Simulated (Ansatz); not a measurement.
**Geometry relaxation, with input and output: PdSi₃₁ (charge −1) (part 3 of 3)**

The same run, continued: PdSi₃₁ (defect cell, 32 atoms in the cell, total charge −1); DFT LDA, scalar-relativistic, plane waves, PAW, spin-polarised (Ansatz 0.2.0); cutoff 420 eV, 3×3×3 k-mesh, Gaussian smearing of 0.02 eV, collinear spins. The structure derives from a Materials Project entry. It belongs to a series of runs on one base structure; here: Pd on a Si site (a), charge -1, atoms relaxed at the host's cell.

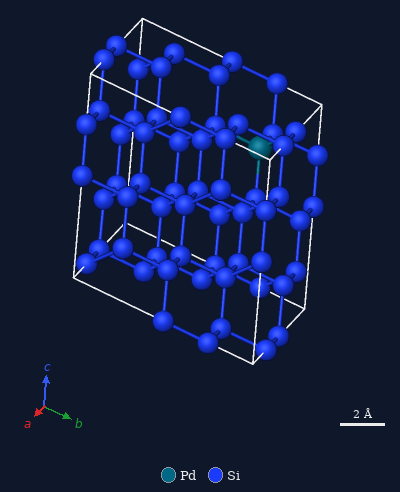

Fig. 1: The geometry at step 3 of the log (ball-and-stick view of the cell of the calculation, seen slightly off an axis).

**Output, continued**
```
  k-point 1 ↑: bands = ["-78.3814", "-44.2381", "-44.1623", "-44.1545", "-5.3425", "-4.6322", "-4.0269", "-4.0008", "-3.9660", "-3.8056", "-3.2975", "-3.2416", "-2.8980", "-2.8833", "-2.8671", "-2.7080", "-2.5638", "-2.4032", "-1.9570", "-1.4179", "-1.0494", "-0.3814", "-0.2167", "-0.1991", "-0.1431", "-0.1141", "-0.0514", "0.4276", "0.6730", "0.8265", "1.0171", "1.0420", "1.1997", "1.8479", "2.0180", "2.2559", "2.3546", "2.3828", "2.4512", "2.6028", "2.7227", "2.8399", "2.8634", "2.9994", "3.1276", "3.1599", "3.2312", "3.3525", "3.4373", "3.5476", "3.5842", "3.6511", "3.8492", "3.9929", "4.0185", "4.0604", "4.2141", "4.2442", "4.3030", "4.4329", "4.4491", "4.4902", "4.7943", "4.8519", "4.9446", "5.0693", "5.1425", "5.3358", "5.3774", "6.0827", "6.5504", "6.7361", "7.1848", "7.4027", "7.7292", "7.7791", "8.1378", "8.1747", "8.2167", "8.9567", "9.0074", "9.0198", "9.0342", "9.0632", "9.1097", "9.1354", "9.2161", "9.3007", "9.3572", "9.3944", "9.4015", "9.6111", "9.6869", "9.8184", "9.8391", "9.9062", "9.9827", "10.0457", "10.0561", "10.0791", "10.2116", "10.2340", "10.3565", "10.6337"]
  k-point 2 ↑: bands = ["-78.3814", "-44.2381", "-44.1623", "-44.1545", "-5.3428", "-4.6282", "-4.0271", "-4.0133", "-3.9906", "-3.7643", "-3.3118", "-3.2228", "-2.9064", "-2.8898", "-2.8762", "-2.6832", "-2.5777", "-2.3977", "-1.9777", "-1.4118", "-1.0257", "-0.3545", "-0.2274", "-0.2192", "-0.1729", "-0.1238", "-0.0155", "0.3938", "0.6675", "0.8576", "1.0352", "1.0365", "1.1927", "1.8302", "2.0341", "2.3004", "2.3578", "2.3592", "2.4903", "2.5512", "2.7007", "2.8404", "2.8588", "2.9666", "3.0964", "3.1398", "3.2362", "3.3648", "3.5277", "3.5865", "3.5946", "3.6569", "3.8227", "3.9806", "4.0117", "4.0329", "4.2421", "4.2507", "4.2789", "4.4497", "4.4618", "4.4938", "4.7891", "4.8113", "4.9077", "5.1222", "5.1301", "5.3363", "5.4185", "6.0524", "6.4743", "6.7383", "7.2741", "7.3752", "7.7575", "7.7730", "8.0909", "8.1974", "8.2114", "8.9314", "8.9838", "9.0207", "9.0222", "9.0418", "9.1647", "9.1914", "9.2109", "9.3446", "9.3550", "9.3895", "9.4472", "9.5284", "9.6515", "9.7620", "9.8797", "9.9597", "10.0154", "10.0220", "10.0918", "10.1005", "10.1656", "10.2927", "10.3371", "10.6313"]
  k-point 13 ↓: bands = ["-78.3814", "-44.2381", "-44.1623", "-44.1545", "-5.1045", "-4.4554", "-4.4289", "-4.4065", "-4.2177", "-3.6587", "-3.3691", "-3.3603", "-3.3203", "-2.9830", "-2.0896", "-2.0833", "-2.0619", "-1.7844", "-1.3127", "-1.3108", "-1.2941", "-0.9839", "-0.5548", "-0.5416", "-0.5097", "-0.4312", "-0.3105", "-0.2688", "-0.2629", "0.7104", "1.5657", "1.9622", "1.9761", "2.0005", "2.0433", "2.2104", "2.2274", "2.3486", "2.4318", "2.5212", "2.7857", "2.7871", "2.8109", "2.9711", "2.9983", "3.0049", "3.1977", "3.4235", "3.4964", "3.5005", "3.5854", "3.7965", "3.9944", "4.0120", "4.1075", "4.2244", "4.3033", "4.3389", "4.5156", "4.6805", "4.6988", "4.7623", "4.8189", "4.8709", "4.8941", "4.9825", "5.2095", "5.2158", "5.2706", "5.3326", "6.5681", "6.6014", "6.8115", "7.2391", "8.1115", "8.1556", "8.2300", "8.2916", "8.3043", "8.3909", "8.5581", "8.6381", "8.7701", "9.1207", "9.1977", "9.2221", "9.2807", "9.3024", "9.6877", "9.7233", "9.7635", "9.7820", "9.8137", "9.8655", "9.8671", "9.9267", "9.9356", "9.9419", "9.9657", "9.9951", "10.3178", "10.3666", "10.6056", "10.7088"]
--- Relaxed structure (6 steps of the walk, 5 accepted, 0 SCFs on fresh bases) ---
  F+E_penalty+E_count = -25705.03195068 eV   max|allowed force component| = 1.848e-2 eV/Å
  atoms:
    - { symbol: Pd, position: [0.2506210972170611, 0.7511954974426672, 0.7507260080584509] }
    - { symbol: Si, position: [0.003553347951829655, 0.7507284649324852, -0.007351015715676201] }
    - { symbol: Si, position: [0.5022375663052034, 0.49992701347246, 0.7533126212543724] }
    - { symbol: Si, position: [0.25307185100339263, 0.4990590820378026, 0.0029734472055580885] }
    - { symbol: Si, position: [-0.0016577815830612075, 0.5023482087519875, 0.24740992561465205] }
    - { symbol: Si, position: [0.7505891301970409, 0.75128135953106, 0.25064076888349496] }
    - { symbol: Si, position: [0.4927428973866061, 0.7511572124341658, 0.5039916222625576] }
    - { symbol: Si, position: [-0.003588588712554297, -0.000132481379315319, 0.7477285769062578] }
    - { symbol: Si, position: [0.7503038239726384, 0.25081115832181944, 0.7505288276716529] }
    - { symbol: Si, position: [0.49742429585847037, 0.24019646005893527, -0.0028889597419634316] }
    - { symbol: Si, position: [0.24953420123849024, 0.2506596002489353, 0.2500550839361583] }
    - { symbol: Si, position: [0.007866465495808717, 0.26206520611897316, 0.5086213761449856] }
    - { symbol: Si, position: [0.7456598445185557, 0.5011449663531538, 0.4981093999191311] }
    - { symbol: Si, position: [0.7548045489581154, 0.003084679903720522, 0.005206614771441742] }
    - { symbol: Si, position: [0.5045129470586414, 0.0021172178621107485, 0.25382089363120286] }
    - { symbol: Si, position: [0.24793948295099338, 0.0009499401526621848, 0.4959743965493959] }
    - { symbol: Si, position: [0.23977057988607428, 0.7520780269800432, 0.5010741153296835] }
    - { symbol: Si, position: [-0.00010458219768621959, 0.7498527950120291, 0.7388723596274552] }
    - { symbol: Si, position: [0.49663671095319667, 0.500701379476223, 0.5011276789371268] }
    - { symbol: Si, position: [0.26098407940055107, 0.5121738489510262, 0.7621514138506678] }
    - { symbol: Si, position: [0.0014534575994249455, 0.5009941047113479, -0.002113705003699534] }
    - { symbol: Si, position: [0.7546798278697331, 0.7511530135402273, 0.0009568496468494744] }
    - { symbol: Si, position: [0.500830280707726, 0.7508205241336223, 0.2548112392783345] }
    - { symbol: Si, position: [0.000269491400604116, 0.004995472559895381, 0.500282037377369] }
    - { symbol: Si, position: [0.7528567494888103, 0.2547096421277483, 0.5031365896235669] }
    - { symbol: Si, position: [0.49936562389402017, 0.2475977001650758, 0.7495310437148163] }
    - { symbol: Si, position: [0.24960416802258217, 0.2467964521218588, -0.0006037596245484363] }
    - { symbol: Si, position: [0.003145215822712623, 0.25558735473951044, 0.254075133072687] }
    - { symbol: Si, position: [0.7459877573034062, 0.4973765130650575, 0.24654485780380264] }
    - { symbol: Si, position: [0.7478578519928964, 0.0007807132174358451, 0.7515356934295961] }
    - { symbol: Si, position: [0.501115482669872, -0.009848540618061202, 0.0003482242360582921] }
    - { symbol: Si, position: [0.25131790076884397, 0.0008957390733353595, 0.24717599134856102] }
--- Löwdin populations: 32 sites ---
  site symbol       q [e]    m [muB]
     0     Pd     17.2233     0.0000
     1     Si      3.9894     0.0000
     2     Si      3.9815     0.0000
     3     Si      3.9808    -0.0000
     4     Si      3.9815     0.0000
     5     Si      3.9882     0.0000
     6     Si      3.9894     0.0000
     7     Si      3.9815     0.0000
     8     Si      3.9885     0.0000
     9     Si      3.9894     0.0000
    10     Si      3.9887    -0.0000
    11     Si      3.9894     0.0000
    12     Si      3.9809    -0.0000
    13     Si      3.9806     0.0000
    14     Si      3.9814     0.0000
    15     Si      3.9808    -0.0000
    16     Si      4.1907     0.0000
    17     Si      4.1903     0.0000
    18     Si      3.9868    -0.0000
    19     Si      4.1905     0.0000
    20     Si      3.9863     0.0000
    21     Si      3.9834     0.0000
    22     Si      3.9834     0.0000
    23     Si      3.9834     0.0000
    24     Si      3.9862     0.0000
    25     Si      3.9863     0.0000
    26     Si      3.9866    -0.0000
    27     Si      3.9865    -0.0000
    28     Si      3.9833     0.0000
    29     Si      3.9863     0.0000
    30     Si      4.1915     0.0000
    31     Si      3.9866    -0.0000
  spilling = 0.009907 (of n_electrons = 143.000000)
```

**Trajectory as extended XYZ (Å, eV, eV/Å), 3 of the 6 frames kept, from step=1 to step=6**
```
32
Lattice="-5.4019 -5.4019 5.4019 5.4019 -5.4019 -5.4019 5.4019 5.4019 5.4019" Properties=species:S:1:pos:R:3:forces:R:3 step=1 energy=-25704.94378
Pd    6.7755   -1.3777    1.3733   -0.0086   0.0297  -0.2978
Si    3.9599   -4.1512   -4.0659   -0.0983  -0.0536  -0.2998
Si    4.0437   -1.3568    4.1170    0.0003   0.1036   0.0063
Si    1.3588   -4.0411   -1.2834   -0.1243  -0.0099  -0.0227
Si    4.0427   -1.3504   -1.4175   -0.0292  -0.0951  -0.0248
Si    1.3554   -6.7560    1.3499    0.0039  -0.0046   0.0199
Si    4.1543   -3.9579    1.3357    0.0236   0.0055  -0.2337
Si    4.0695    4.0452    3.9853   -0.0892   0.1673   0.0418
Si    1.3555   -1.3539    6.7522    0.0051  -0.0124   0.0024
Si   -1.4427   -3.9574    1.3644    0.1399  -0.0961   0.1230
Si    1.3559   -1.3543    1.3498    0.0056  -0.0070   0.0034
Si    4.1538    1.2507    1.3642    0.0293  -0.0426   0.2773
Si    1.3526   -4.0412    3.9838   -0.0821   0.2135  -0.1945
Si   -4.0493   -4.0690    4.1182    0.2286   0.0803  -0.0895
Si   -1.3318   -1.3509    4.1176    0.1839  -0.0087   0.1207
Si    1.3590    1.3320    3.9831   -0.0712  -0.0295  -0.0406
Si    5.4884   -2.6271   -0.1398    0.0827   0.1407   0.5384
Si    7.9950   -0.0703   -0.1490    0.2708  -0.3671   0.7207
Si    2.7403   -2.6729    2.6877   -0.0722  -0.0062   0.0006
Si    5.4984   -0.0961    2.8266   -0.0110   0.0718  -0.3947
Si    2.6744   -2.7383   -2.7136    0.0223   0.0805   0.0068
Si   -0.0364   -8.1479    0.0492   -0.0019  -0.0061   0.1325
Si    2.7482   -5.3639    0.0502   -0.0127   0.0069   0.1325
Si    2.7479    2.6563    2.6505    0.0214  -0.0145  -0.1595
Si    0.0372   -2.7383    5.4136   -0.0113   0.0938   0.0180
Si    2.6749    0.0302    5.4140   -0.0063  -0.0712   0.0061
Si   -0.0286   -2.6726    0.0123    0.0668  -0.0063   0.0054
Si    2.7399   -0.0350    0.0127   -0.0776   0.0099   0.0086
Si   -0.0369   -5.3635    2.6499   -0.0015  -0.0085  -0.1611
Si    0.0365    0.0302    8.0905   -0.0027  -0.0619   0.0004
Si   -2.7264   -2.6336    2.8314   -0.4482  -0.1093  -0.2434
Si   -0.0284   -0.0359    2.6872    0.0641   0.0071  -0.0024
32
Lattice="-5.4019 -5.4019 5.4019 5.4019 -5.4019 -5.4019 5.4019 5.4019 5.4019" Properties=species:S:1:pos:R:3:forces:R:3 step=3 energy=-25704.99794 accepted=F
Pd    6.7601   -1.3564    1.3492   -0.0018   0.0025   0.0025
Si    4.0445   -4.0684   -4.0674   -0.0198  -0.0222   0.0374
Si    4.0583   -1.3421    4.0587    0.0187   0.0051  -0.0209
Si    1.3446   -4.0544   -1.3420   -0.0056  -0.0198  -0.0213
Si    4.0575   -1.3673   -1.3598    0.0205  -0.0080   0.0225
Si    1.3574   -6.7573    1.3500    0.0003   0.0006  -0.0015
Si    4.0714   -4.0429    1.3349    0.0185   0.0209   0.0375
Si    4.0583    4.0598    4.0427   -0.0195   0.0047   0.0204
Si    1.3571   -1.3548    6.7520   -0.0003  -0.0012  -0.0001
Si   -1.3569   -4.0430    1.3644   -0.0223   0.0201  -0.0365
Si    1.3570   -1.3549    1.3502    0.0005   0.0002   0.0005
Si    4.0716    1.3328    1.3649    0.0211  -0.0187  -0.0357
Si    1.3692   -4.0542    4.0415    0.0073  -0.0183   0.0208
Si   -4.0321   -4.0578    4.0603    0.0053   0.0203  -0.0205
Si   -1.3434   -1.3677    4.0591   -0.0196  -0.0062  -0.0187
Si    1.3442    1.3441    4.0417   -0.0043   0.0208   0.0204
Si    5.4195   -2.6955   -0.0146    0.1889   0.1905   0.0783
Si    8.0978   -0.0140   -0.0144   -0.1896  -0.1894   0.0798
Si    2.7161   -2.6965    2.6945    0.0040   0.0134  -0.0082
Si    5.4212   -0.0150    2.7130    0.1886  -0.1901  -0.0794
Si    2.6991   -2.7134   -2.7070   -0.0151  -0.0019  -0.0081
Si    0.0056   -8.1087    0.0031    0.0145   0.0144  -0.0358
Si    2.7089   -5.4051    0.0033   -0.0138  -0.0150  -0.0350
Si    2.7089    2.6948    2.6967   -0.0135   0.0133   0.0358
Si    0.0151   -2.7133    5.4071    0.0138  -0.0028   0.0060
Si    2.6991    0.0033    5.4066   -0.0131   0.0042   0.0075
Si   -0.0017   -2.6963    0.0053   -0.0048   0.0133   0.0065
Si    2.7162   -0.0136    0.0058    0.0030  -0.0141   0.0060
Si    0.0054   -5.4051    2.6959    0.0142  -0.0136   0.0377
Si    0.0150    0.0037    8.0971    0.0151   0.0025  -0.0095
Si   -2.7052   -2.6962    2.7144   -0.1896   0.1898  -0.0792
Si   -0.0025   -0.0131    2.6942   -0.0018  -0.0152  -0.0092
32
Lattice="-5.4019 -5.4019 5.4019 5.4019 -5.4019 -5.4019 5.4019 5.4019 5.4019" Properties=species:S:1:pos:R:3:forces:R:3 step=6 energy=-25705.03195
Pd    6.7595   -1.3564    1.3513    0.0029  -0.0023  -0.0068
Si    3.9965   -4.1143   -4.0759    0.0009   0.0063   0.0126
Si    4.0569   -1.3443    4.0818    0.0044   0.0112   0.0030
Si    1.3449   -4.0469   -1.3127   -0.0022   0.0006   0.0051
Si    4.0591   -1.3682   -1.3861    0.0017  -0.0040   0.0056
Si    1.3577   -6.7591    1.3502   -0.0009   0.0073   0.0006
Si    4.1185   -3.9969    1.3266   -0.0040  -0.0026   0.0080
Si    4.0579    4.0593    4.0205   -0.0028  -0.0005  -0.0093
Si    1.3561   -1.3537    6.7525    0.0025  -0.0076  -0.0012
Si   -1.4051   -4.0002    1.3739    0.0047   0.0091  -0.0032
Si    1.3569   -1.3512    1.3447    0.0014  -0.0130   0.0155
Si    4.1207    1.2894    1.3744   -0.0049  -0.0023  -0.0126
Si    1.3699   -4.0444    4.0116    0.0030  -0.0080  -0.0005
Si   -4.0326   -4.0659    4.0889   -0.0007  -0.0006   0.0070
Si   -1.3428   -1.3657    4.0850   -0.0059  -0.0183  -0.0090
Si    1.3450    1.3347    4.0134    0.0009   0.0051  -0.0060
Si    5.4742   -2.6511   -0.0607   -0.0045  -0.0026  -0.0007
Si    8.0426   -0.0588   -0.0599    0.0013   0.0060  -0.0026
Si    2.7290   -2.6805    2.6851    0.0185  -0.0061  -0.0047
Si    5.4740   -0.0595    2.7602   -0.0039   0.0026   0.0041
Si    2.6871   -2.7256   -2.7099    0.0043  -0.0056  -0.0100
Si   -0.0139   -8.1293    0.0242   -0.0062  -0.0126   0.0028
Si    2.7269   -5.3849    0.0260    0.0117   0.0078  -0.0006
Si    2.7280    2.6741    2.6770    0.0054  -0.0050  -0.0073
Si    0.0270   -2.7249    5.4089   -0.0037  -0.0018   0.0156
Si    2.6889    0.0139    5.4090   -0.0024   0.0082   0.0105
Si   -0.0184   -2.6848    0.0119   -0.0065   0.0065   0.0033
Si    2.7362   -0.0252    0.0088   -0.0039   0.0002   0.0125
Si   -0.0112   -5.3848    2.6748   -0.0125   0.0001  -0.0052
Si    0.0241    0.0157    8.0954    0.0038   0.0093  -0.0093
Si   -2.7583   -2.6519    2.7621    0.0078   0.0041  -0.0043
Si   -0.0175   -0.0272    2.6880   -0.0103   0.0084  -0.0127
```

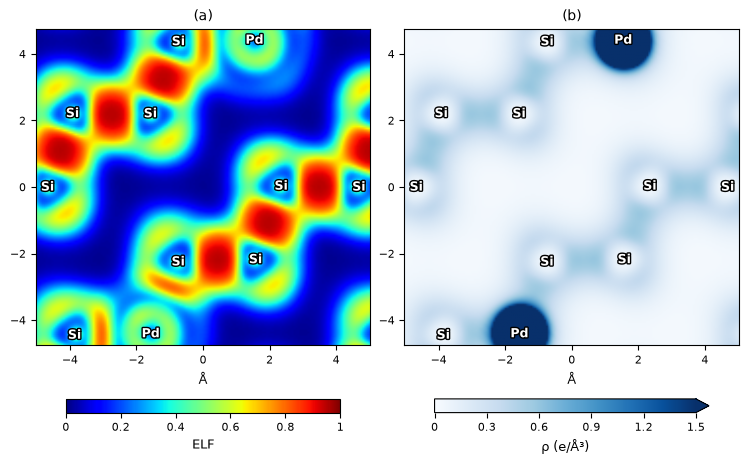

Fig. 2: (a) ELF; (b) valence charge density (pseudo) on the (11̄0) plane of the calculation cell. The plane passes through Pd and Si nuclei. Si–Pd (2.31 Å): ρ is about 0.65 e/Å³ halfway; the ELF is about 0.45 at the midpoint. Si–Si (2.34 Å): ρ at the midpoint is about 0.57 e/Å³, a local maximum along the line; the ELF peaks at about 0.95 between the atoms, which marks a covalent bond. Away from the nuclei the density in this plane falls to 0.03 e/Å³ at its lowest. The strong features right at Pd lie inside the PAW spheres (semicore, d or f shells) and say nothing about bonding. Core electrons are frozen (PAW), so the fields are smoothed inside the atomic spheres.

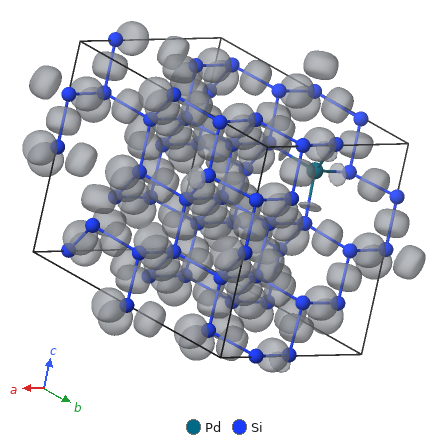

Fig. 3: Isosurface of the ELF at 0.75 (grey), seen at an oblique angle. Only the valence region is drawn (cores and ρ < 0.01 e/Å³ removed). Sticks mark near contacts. The outline is the calculation cell. Profiles from the grid: Si–Pd (2.31 Å): the ELF is about 0.45 at the midpoint. Si–Si (2.32 Å): the ELF peaks at about 0.95 between the atoms (a covalent bond).
